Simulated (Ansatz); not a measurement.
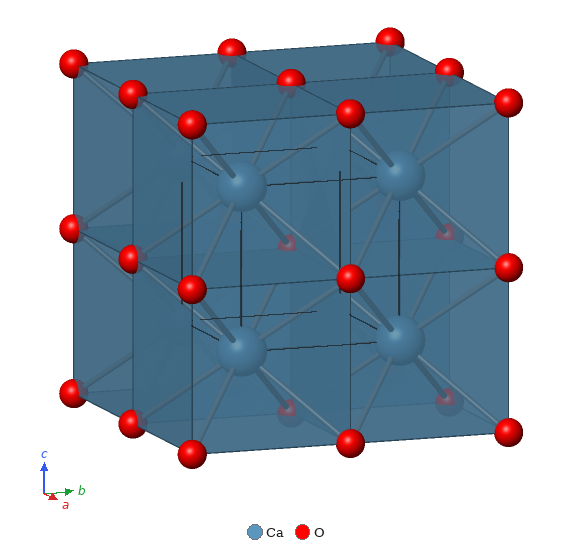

Structure drawing (polyhedral), viewed slightly off an axis. The edges of the unit cell are marked. Some atoms of the next cells are drawn as well.

CaO, a = 2.903 Å, b = 2.903 Å, c = 2.903 Å, α = 90.00°, β = 90.00°, γ = 89.05°. Strictly the space group is Cmmm (No. 65, within 0.01 Å). It is a distorted form of a primitive cubic structure, space group Pm-3m (No. 221) within 0.25 Å: caesium chloride (CsCl, B2) type. The structure comes from a structure type filled with these elements by a generator (whether the compound takes this form wasn't checked). The cell was then strained or its atoms displaced on purpose. It was the input of a calculation with Ansatz.

This one geometry was computed with Ansatz (DFT, plane waves, PAW) at three levels of theory: r2SCAN, PBE and HSE06. It was relaxed with r2SCAN and then strained.

> Which level gives the highest pressure at this volume, and what does that say about its equilibrium volume?

Highest: PBE (3.7 GPa), which points to the largest equilibrium volume. Lowest, with the smallest volume: r2SCAN (0.0 GPa) and HSE06 (0.5 GPa). Levels within 0.5 GPa of each other can't be told apart.

> How does the band gap change with the level of theory?

PBE: a gap of 2.77 eV, indirect; r2SCAN: a gap of 3.28 eV, indirect; HSE06: a gap of 4.48 eV, indirect.

> Collect the results in a table.

| level | cutoff (eV) | k-mesh of the run's cell | gap (eV) | pressure (GPa) |
| --- | --- | --- | --- | --- |
| r2SCAN | 500 | 8×8×8 | 3.28 | 0.0 |
| PBE | 420 | 8×8×8 | 2.77 | 3.7 |
| HSE06 | 420 | 6×6×6 | 4.48 | 0.5 |

Gaps are taken on the k-mesh or band path of each run.
